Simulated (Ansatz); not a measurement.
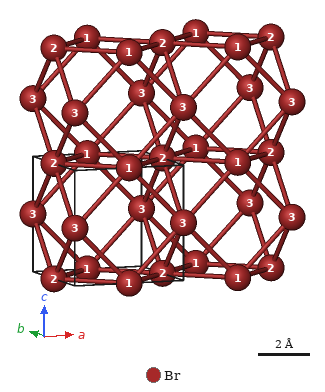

Starting structure of solid Br (set up in Pm-3m). A ball-and-stick model of the cell of the calculation, repeated 2 × 1 × 2 with one cell outlined, seen slightly off an axis.

Computed with DFT PBE, scalar-relativistic, plane waves, PAW (Ansatz).

The input:
```yaml
crystal:
  lattice:
    - [4.5976403833, 0.0, 0.0]
    - [0.0, 4.5976403833, 0.0]
    - [0.0, 0.0, 4.5976403833]
  atoms:
    - { symbol: Br, position: [0.5, 0.0, 0.0] }
    - { symbol: Br, position: [0.0, 0.5, 0.0] }
    - { symbol: Br, position: [0.0, 0.0, 0.5] }
basis:
  ecutwfc: 420
kpoints:
  mp_grid: { grid: [10, 10, 10] }
hamiltonian:
  xc: pbe
scf:
  occupations: { method: gaussian, width: 0.1 }
output:
  forces: true
  stress: true
  eigenvalues: true
relax:
  adjacent_minimum: "off"
  f_tol: 0.005
  max_steps: 80
  cell: { stress_tol: 0.05 }
```

> Predict the outcome.

No atom moves by more than 0.005 Å relative to the cell. The drawn cell changes as follows: a = b = c 4.598 → 4.550 Å (−1.0 %); the volume changes by −3.1 %. Near-neighbour distances that change, for instance: Br1–Br2 3.251 → 3.217 Å. The space group stays Pm-3m (No. 221). Over 2 accepted moves (3 points after the start) the energy falls by 2.2 meV per atom. All forces vanish by symmetry, so only the cell relaxes. The pressure goes from −0.69 to 0.02 GPa. At 1 point the geometry stayed and the basis and grid were re-selected for the new cell (energy shift of 0.1 meV per atom at most each time).

The end point in the same view:

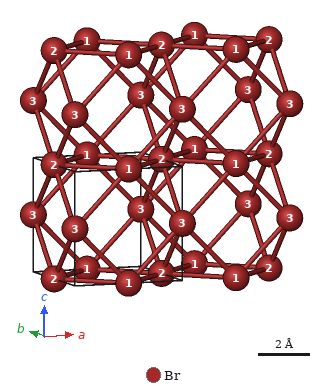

Limits of the set-up: an odd number of electrons was run without spin polarisation, which fails if the electron would localise.
